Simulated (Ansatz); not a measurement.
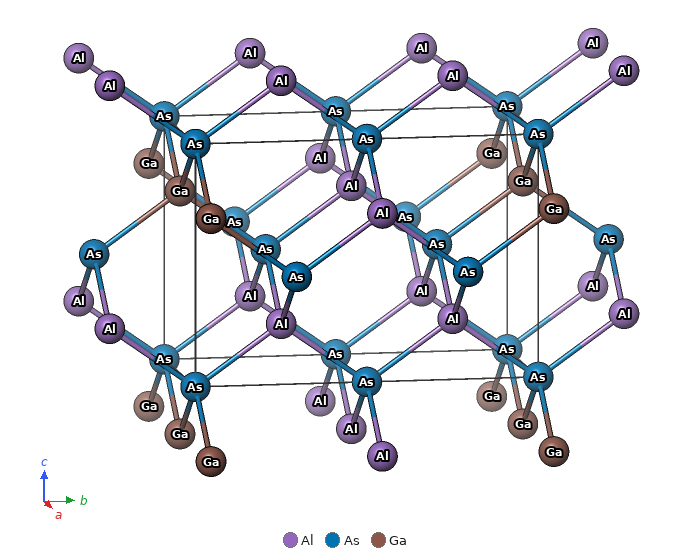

The image is a ball-and-stick drawing of a crystal, viewed slightly off an axis. The edges of the conventional unit cell are marked. The bonded neighbours beyond the faces are included.

Al$_{3}$GaAs$_{4}$, space group Pmm2 (No. 25), a = 4.016 Å, b = 8.028 Å, c = 5.671 Å, α = 90.00°, β = 90.00°, γ = 90.00°. The structure comes from a structure type filled with these elements by a generator (whether the compound takes this form wasn't checked). Earlier steps of the study may have refined or changed the cell and positions. It was run through Ansatz as a DFT input.

This one geometry was computed with Ansatz (DFT, plane waves, PAW) at five levels of theory: PBE0, PBE, PBE with spin-orbit coupling, HSE06 and r2SCAN. It was relaxed beforehand with r2SCAN.

Q: Which level gives the highest pressure at this volume, and what does that say about its equilibrium volume?

A: Highest: PBE (2.1 GPa) and PBE with spin-orbit coupling (2.1 GPa), which points to the largest equilibrium volume. Lowest, with the smallest volume: PBE0 (0.2 GPa), HSE06 (0.4 GPa) and r2SCAN (0.0 GPa). Levels within 0.5 GPa of each other can't be told apart.

Q: How does the band gap change with the level of theory?

A: PBE with spin-orbit coupling: a gap of 1.35 eV, direct; PBE: a gap of 1.45 eV, direct; r2SCAN: a gap of 1.80 eV, direct; HSE06: a gap of 2.08 eV, direct; PBE0: a gap of 2.72 eV, indirect.

Q: Collect the results in a table.

A:
| level | cutoff (eV) | k-mesh of the run's cell | gap (eV) | pressure (GPa) |
| --- | --- | --- | --- | --- |
| PBE0 | 420 | 4×2×4 | 2.72 | 0.2 |
| PBE | 420 | 6×4×4 | 1.45 | 2.1 |
| PBE with spin-orbit coupling | 420 | 6×4×4 | 1.35 | 2.1 |
| HSE06 | 420 | 4×2×4 | 2.08 | 0.4 |
| r2SCAN | 500 | 6×4×4 | 1.80 | 0.0 |

Gaps are taken on the k-mesh or band path of each run.
